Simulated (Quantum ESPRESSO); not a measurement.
**Run report: TaN, single-point calculation (part 2 of 2)**

TaN (P-6m2, 2 atoms in the cell); Kohn-Sham DFT of a periodic cell, LDA, GBRV 1.5 LDA, no spin polarisation (Quantum ESPRESSO 7.5); cutoff 761.92 eV, 10×10×9 k-mesh, fermi-dirac of 0.05 eV. The structure derives from an entry of the Crystallography Open Database. The volume is scaled by 1.04.

Geometry of the input (Å; fractional positions):
```
2.9767  0.0000  0.0000
-1.4883  2.5779  0.0000
0.0000  0.0000  2.9209
Ta 0.0000  0.0000  0.5000
N  0.6667  0.3333  0.0000
```

Log, continued:
```
   -49.5117 -16.1646 -15.9134 -15.6708   3.0801  12.6811  13.8197  14.9926
    17.3332  20.4134  20.8423  22.9767  24.1478  25.0859  31.3329

          k = 0.0000 0.2309 0.3397 (  1061 PWs)   bands (ev):

   -49.4977 -16.4203 -15.8817 -15.6452   3.6209  11.6420  14.1859  14.7934
    17.6641  20.1168  21.3028  22.7400  23.9552  26.2009  31.5157

          k = 0.0000 0.2309 0.4529 (  1063 PWs)   bands (ev):

   -49.4885 -16.5820 -15.8605 -15.6285   4.0017  10.9748  14.4877  14.6255
    17.5859  20.1659  21.9081  22.6838  23.5601  27.8366  30.1262

          k = 0.0000 0.3464 0.0000 (  1074 PWs)   bands (ev):

   -49.5092 -16.2358 -15.7918 -15.7655   3.1236  11.9112  14.6067  15.5354
    16.0942  21.1543  22.0878  23.0416  23.8205  24.5550  31.9240

          k = 0.0000 0.3464 0.1132 (  1068 PWs)   bands (ev):

   -49.5044 -16.2226 -15.8826 -15.7562   3.2269  11.9890  14.1844  15.3590
    16.5025  21.3277  21.5963  23.1125  23.7430  25.4709  31.5798

          k = 0.0000 0.3464 0.2265 (  1074 PWs)   bands (ev):

   -49.4923 -16.1937 -16.1016 -15.7325   3.4732  12.0122  13.7185  14.9086
    17.1634  21.2603  21.2762  23.1166  24.5015  26.4521  31.2607

          k = 0.0000 0.3464 0.3397 (  1067 PWs)   bands (ev):

   -49.4784 -16.3597 -16.1423 -15.7054   3.7261  11.7777  13.6986  14.4067
    17.4935  21.3684  21.6000  23.3196  24.7227  27.4285  31.5410

          k = 0.0000 0.3464 0.4529 (  1063 PWs)   bands (ev):

   -49.4693 -16.5143 -16.1173 -15.6876   3.8748  11.5869  13.7708  14.0906
    17.4958  21.5965  22.1605  23.5448  24.5944  28.6860  31.0672

          k = 0.0000 0.4619 0.0000 (  1064 PWs)   bands (ev):

   -49.4932 -16.4526 -15.8162 -15.7606   3.7055  11.2019  14.1555  15.8209
    15.8663  21.8711  22.1260  23.6623  23.9270  25.4982  31.0781

          k = 0.0000 0.4619 0.1132 (  1064 PWs)   bands (ev):

   -49.4885 -16.4369 -15.8486 -15.8065   3.7364  11.2533  13.9211  15.4981
    16.3730  21.9663  22.0187  23.5107  23.9604  26.3411  30.9427

          k = 0.0000 0.4619 0.2265 (  1076 PWs)   bands (ev):

   -49.4765 -16.3969 -16.0663 -15.7818   3.7853  11.3463  13.7257  14.7899
    17.2599  21.4987  22.3815  23.6468  24.6026  27.4305  30.7963

          k = 0.0000 0.4619 0.3397 (  1074 PWs)   bands (ev):

   -49.4628 -16.3536 -16.3025 -15.7535   3.7918  11.5198  13.5737  14.1105
    17.8853  21.7603  22.8294  24.0045  25.1354  28.1184  31.0692

          k = 0.0000 0.4619 0.4529 (  1067 PWs)   bands (ev):

   -49.4538 -16.4587 -16.3184 -15.7349   3.7696  11.7973  13.2756  13.7163
    18.1215  22.5424  23.1722  24.2858  25.3525  28.7316  31.1553

          k = 0.0000-0.5774 0.0000 (  1066 PWs)   bands (ev):

   -49.4871 -16.5336 -15.8355 -15.7486   3.9418  10.9472  13.9950  15.6840
    15.9172  21.7910  22.8007  23.9348  23.9892  26.1093  29.6527

          k = 0.0000-0.5774 0.1132 (  1062 PWs)   bands (ev):

   -49.4824 -16.5170 -15.8356 -15.8256   3.9401  10.9871  13.8150  15.5352
    16.2623  22.1892  22.2270  23.9983  24.1248  26.8060  29.6523

          k = 0.0000-0.5774 0.2265 (  1070 PWs)   bands (ev):

   -49.4704 -16.4748 -16.0507 -15.8005   3.9041  11.0952  13.7119  14.7370
    17.3279  21.5176  22.9893  24.1839  24.5323  27.9589  29.6936

          k = 0.0000-0.5774 0.3397 (  1080 PWs)   bands (ev):

   -49.4568 -16.4262 -16.2871 -15.7717   3.8132  11.3670  13.5416  14.0018
    18.1847  21.7753  23.6498  24.4222  25.1324  28.4072  30.2962

          k = 0.0000-0.5774 0.4529 (  1076 PWs)   bands (ev):

   -49.4479 -16.4372 -16.3939 -15.7529   3.7291  11.8001  13.1090  13.5839
    18.5695  22.7168  23.9904  24.6543  25.6042  28.5060  30.8590

          k = 0.1000 0.1732 0.0000 (  1083 PWs)   bands (ev):

   -49.5338 -15.8789 -15.8398 -15.6928   2.2941  13.2723  14.9754  15.4305
    15.6568  21.3299  22.3590  22.5638  22.8345  23.4345  31.6628

          k = 0.1000 0.1732 0.1132 (  1079 PWs)   bands (ev):

   -49.5290 -15.9403 -15.8642 -15.6841   2.4838  13.4181  14.2606  15.0265
    16.5664  20.9020  21.4903  22.6461  23.5801  24.0077  31.4719

          k = 0.1000 0.1732 0.2265 (  1075 PWs)   bands (ev):

   -49.5166 -16.1765 -15.8388 -15.6619   2.9802  12.7998  13.8762  14.9991
    17.5009  20.0442  20.9185  22.9596  24.0350  24.6730  31.4809

          k = 0.1000 0.1732 0.3397 (  1065 PWs)   bands (ev):

   -49.5025 -16.4354 -15.8085 -15.6365   3.5901  11.5552  14.3106  14.9308
    17.8430  19.7990  21.2954  22.5615  23.7682  25.7908  31.5017

          k = 0.1000 0.1732 0.4529 (  1061 PWs)   bands (ev):

   -49.4933 -16.5988 -15.7886 -15.6199   4.0335  10.7882  14.4946  14.9647
    17.7230  19.8738  21.9433  22.3687  23.3084  27.5024  29.8434

          k = 0.1000 0.2887 0.0000 (  1068 PWs)   bands (ev):

   -49.5160 -16.1190 -15.8051 -15.7670   2.8900  12.3187  14.8332  15.1982
    16.2276  20.7460  21.9124  23.0267  24.0363  24.2170  31.8750

          k = 0.1000 0.2887 0.1132 (  1074 PWs)   bands (ev):

   -49.5112 -16.1076 -15.8966 -15.7576   3.0195  12.4639  14.1413  15.1805
    16.6665  20.5819  21.8232  23.0889  23.7935  25.1377  31.4659

          k = 0.1000 0.2887 0.2265 (  1070 PWs)   bands (ev):

   -49.4990 -16.1392 -16.0612 -15.7338   3.3406  12.5601  13.3854  14.9118
    17.3115  20.3452  21.7151  23.0123  24.3933  26.0236  31.1763

          k = 0.1000 0.2887 0.3397 (  1068 PWs)   bands (ev):

   -49.4851 -16.3805 -16.0329 -15.7066   3.6964  11.9199  13.5404  14.6483
    17.5043  20.6861  21.9216  22.8586  24.5169  27.0651  31.5540

          k = 0.1000 0.2887 0.4529 (  1063 PWs)   bands (ev):

   -49.4760 -16.5378 -16.0094 -15.6887   3.9248  11.4637  13.5938  14.6815
    17.3479  21.0907  22.0854  23.1710  24.2831  28.4830  30.8070

          k = 0.1000 0.4041 0.0000 (  1072 PWs)   bands (ev):

   -49.4982 -16.3496 -15.8410 -15.7703   3.5260  11.5431  14.3256  15.1653
    16.6031  20.9956  21.4863  23.5410  24.4347  25.5675  31.9374

          k = 0.1000 0.4041 0.1132 (  1068 PWs)   bands (ev):

   -49.4934 -16.3350 -15.8593 -15.8308   3.5801  11.6564  13.9272  15.1142
    16.8429  20.7943  22.1162  23.2748  24.2595  26.3088  31.5607

          k = 0.1000 0.4041 0.2265 (  1071 PWs)   bands (ev):

   -49.4814 -16.2983 -16.0782 -15.8056   3.6935  11.8147  13.4966  14.6654
    17.3861  21.0059  22.3712  23.2810  24.6487  27.2095  31.1004

          k = 0.1000 0.4041 0.3397 (  1072 PWs)   bands (ev):

   -49.4676 -16.3271 -16.2474 -15.7765   3.7822  11.8350  13.2098  14.3652
    17.6917  21.6948  22.4492  23.6161  25.0664  27.9315  31.2554

          k = 0.1000 0.4041 0.4529 (  1066 PWs)   bands (ev):

   -49.4586 -16.4760 -16.2228 -15.7574   3.8174  11.8832  12.8448  14.4105
    17.6859  22.3977  22.6746  23.9730  25.1556  28.8198  31.3668

          k = 0.1000 0.5196 0.0000 (  1072 PWs)   bands (ev):

   -49.4871 -16.4881 -15.8863 -15.7486   3.9483  11.1150  14.0435  14.9733
    16.7061  21.2335  22.0734  23.3360  24.5927  27.0358  30.3247

          k = 0.1000 0.5196 0.1132 (  1070 PWs)   bands (ev):

   -49.4824 -16.4719 -15.8761 -15.8354   3.9452  11.1983  13.7961  14.9672
    16.8333  21.4171  22.3982  23.2659  24.4709  27.5477  30.1991

          k = 0.1000 0.5196 0.2265 (  1069 PWs)   bands (ev):

   -49.4704 -16.4308 -16.0507 -15.8495   3.9102  11.3420  13.6361  14.4186
    17.4975  21.6306  22.8551  23.5588  24.6977  28.3079  30.0045

          k = 0.1000 0.5196 0.3397 (  1067 PWs)   bands (ev):

   -49.4568 -16.3837 -16.2867 -15.8194   3.8276  11.5375  13.1837  14.2065
    18.1227  22.0608  23.3701  24.0983  25.2720  28.4594  30.2806

          k = 0.1000 0.5196 0.4529 (  1071 PWs)   bands (ev):

   -49.4479 -16.4373 -16.3516 -15.7995   3.7522  11.8958  12.5155  14.2525
    18.3731  22.7557  23.8703  24.5424  25.6525  28.5507  30.6752

          k = 0.2000 0.3464 0.0000 (  1075 PWs)   bands (ev):

   -49.5001 -16.2804 -15.8820 -15.7740   3.4618  11.7684  14.4131  14.8502
    16.9972  20.2572  21.1873  23.5753  24.8239  25.7126  32.2113

          k = 0.2000 0.3464 0.1132 (  1071 PWs)   bands (ev):

   -49.4953 -16.2666 -15.8718 -15.8629   3.5238  11.9742  13.7770  14.9100
    17.2239  20.0690  21.9471  23.4264  24.4819  26.3667  31.6502

          k = 0.2000 0.3464 0.2265 (  1068 PWs)   bands (ev):

   -49.4832 -16.2329 -16.0815 -15.8453   3.6608  12.4464  12.8981  14.6087
    17.5639  20.4927  22.6388  23.2264  24.6131  27.1451  31.0391

          k = 0.2000 0.3464 0.3397 (  1072 PWs)   bands (ev):

   -49.4695 -16.3315 -16.1837 -15.8150   3.7829  12.2779  12.7071  14.4791
    17.6349  21.4888  22.6697  23.3547  25.0054  27.8622  31.2273

          k = 0.2000 0.3464 0.4529 (  1067 PWs)   bands (ev):

   -49.4605 -16.4827 -16.1585 -15.7952   3.8436  12.0057  12.5784  14.7571
    17.4432  22.3103  22.5741  23.8316  25.0879  28.8450  31.6156

          k = 0.2000 0.4619 0.0000 (  1075 PWs)   bands (ev):

   -49.4871 -16.3914 -15.9915 -15.7486   3.9586  11.4439  14.1259  14.3336
    17.6690  20.4860  20.6167  23.1787  25.3823  27.7980  31.5249

          k = 0.2000 0.4619 0.1132 (  1069 PWs)   bands (ev):

   -49.4824 -16.3762 -15.9803 -15.8355   3.9532  11.6538  13.5973  14.4152
    17.6814  20.3257  21.7294  23.2024  25.0611  28.1243  31.0999

          k = 0.2000 0.4619 0.2265 (  1067 PWs)   bands (ev):

   -49.4705 -16.3374 -16.0504 -15.9513   3.9200  11.9737  13.1093  14.1132
    17.8637  21.0867  22.9090  23.3788  24.7940  28.4618  30.4229

          k = 0.2000 0.4619 0.3397 (  1071 PWs)   bands (ev):

   -49.4568 -16.3021 -16.2769 -15.9183   3.8511  11.9015  12.7329  14.3168
    18.0510  22.2673  23.0414  24.0870  25.2175  28.3836  30.2503

          k = 0.2000 0.4619 0.4529 (  1067 PWs)   bands (ev):

   -49.4479 -16.4376 -16.2616 -15.8966   3.7904  11.7966  12.3652  14.7934
    18.0380  22.8065  23.5902  24.5658  25.6686  28.5966  30.3267

          k = 0.2000 0.5774 0.0000 (  1068 PWs)   bands (ev):

   -49.4822 -16.4298 -16.0366 -15.7389   4.1581  11.3493  14.0262  14.0865
    17.8375  20.4052  21.3869  22.2068  25.5716  29.5290  30.3862

          k = 0.2000 0.5774 0.1132 (  1075 PWs)   bands (ev):

   -49.4775 -16.4141 -16.0250 -15.8249   4.1232  11.5425  13.6173  14.1154
    17.7602  20.9681  21.6842  22.5573  25.2206  29.7678  30.0988

          k = 0.2000 0.5774 0.2265 (  1072 PWs)   bands (ev):

   -49.4656 -16.3740 -16.0384 -15.9944   4.0194  11.7634  13.4972  13.6460
    17.9803  21.7727  22.5655  23.4249  24.7573  29.1808  30.2871

          k = 0.2000 0.5774 0.3397 (  1071 PWs)   bands (ev):

   -49.4520 -16.3280 -16.2716 -15.9608   3.8775  11.6563  12.8377  14.2602
    18.3187  22.6850  23.1484  24.2833  25.1804  28.3516  30.3259

          k = 0.2000 0.5774 0.4529 (  1070 PWs)   bands (ev):

   -49.4431 -16.4201 -16.2974 -15.9384   3.7732  11.5295  12.4437  14.8050
    18.4728  23.0052  23.9111  24.9025  25.8622  28.1035  30.1126

          k = 0.3000 0.5196 0.0000 (  1079 PWs)   bands (ev):

   -49.4803 -16.3468 -16.1563 -15.7353   4.2404  11.5805  13.6221  14.0377
    18.8019  20.0728  20.3740  21.8770  25.9913  30.1988  31.5506

          k = 0.3000 0.5196 0.1132 (  1079 PWs)   bands (ev):

   -49.4756 -16.3316 -16.1438 -15.8208   4.1926  11.9070  13.2534  13.8619
    18.4673  20.4811  21.2730  22.1911  25.6545  29.9282  31.4198

          k = 0.3000 0.5196 0.2265 (  1065 PWs)   bands (ev):

   -49.4637 -16.2928 -16.1117 -16.0326   4.0629  12.2458  12.9786  13.4889
    18.3297  21.3857  22.7624  23.0736  25.0378  28.9979  31.1830

          k = 0.3000 0.5196 0.3397 (  1065 PWs)   bands (ev):

   -49.4501 -16.2670 -16.2468 -16.0749   3.9020  11.6549  12.8161  14.2361
    18.4280  22.5959  23.2601  24.4969  25.0401  28.0446  30.6711

          k = 0.3000 0.5196 0.4529 (  1065 PWs)   bands (ev):

   -49.4412 -16.4136 -16.2188 -16.0506   3.7902  11.2608  12.5992  15.0125
    18.5116  23.1112  23.6862  25.1450  25.9097  27.8151  30.1444

     the Fermi energy is    19.0337 ev

!    total energy              =    -162.27253992 Ry
     estimated scf accuracy    <          1.3E-10 Ry
     smearing contrib. (-TS)   =      -0.00002798 Ry
     internal energy E=F+TS    =    -162.27251194 Ry

     The total energy is F=E-TS. E is the sum of the following terms:
     one-electron contribution =      -8.97939904 Ry
     hartree contribution      =      15.56893317 Ry
     xc contribution           =     -47.42169849 Ry
     ewald contribution        =    -121.44034758 Ry

     convergence has been achieved in   8 iterations

     Computing stress (Cartesian axis) and pressure

     negative rho (up, down):  9.864E-02 0.000E+00
          total   stress  (Ry/bohr**3)                   (kbar)     P=     -231.38
  -0.00150734  -0.00000000   0.00000000         -221.74       -0.00        0.00
   0.00000000  -0.00150734  -0.00000000            0.00     -221.74       -0.00
   0.00000000   0.00000000  -0.00170389            0.00        0.00     -250.65

=------------------------------------------------------------------------------=
   JOB DONE.
=------------------------------------------------------------------------------=
```

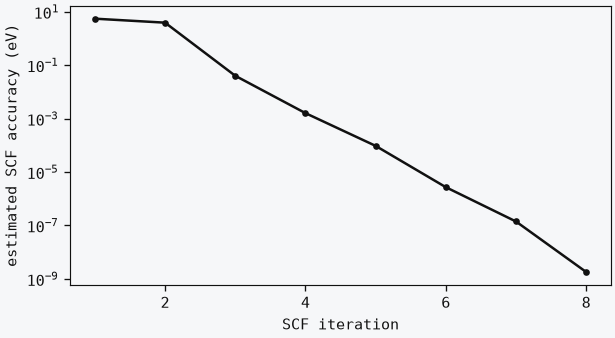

Fig. 1: Convergence of the self-consistent field: estimated SCF accuracy against the iteration. The field takes 8 iterations in all.

Key numbers:

```tsv
quantity	value
outcome	converged
space group (tolerance 0.01 Å)	P-6m2 (187)
electrons treated	18
free energy	−2207.8304 eV
Fermi energy	19.034 eV
gap on the k-point mesh	none (metallic)
pressure	−23.14 GPa
hardware	2 threads of AMD EPYC (Zen 5), 16 GiB of memory available, shared host
wall time	6 s (CPU time 11 s)
peak memory	0.28 GiB
```

Notes:

Notes on the run: negative rho. Spin–orbit coupling is left out, which matters for Ta. The cell is under a tension of 23 GPa at this level, so it is not at its equilibrium volume.
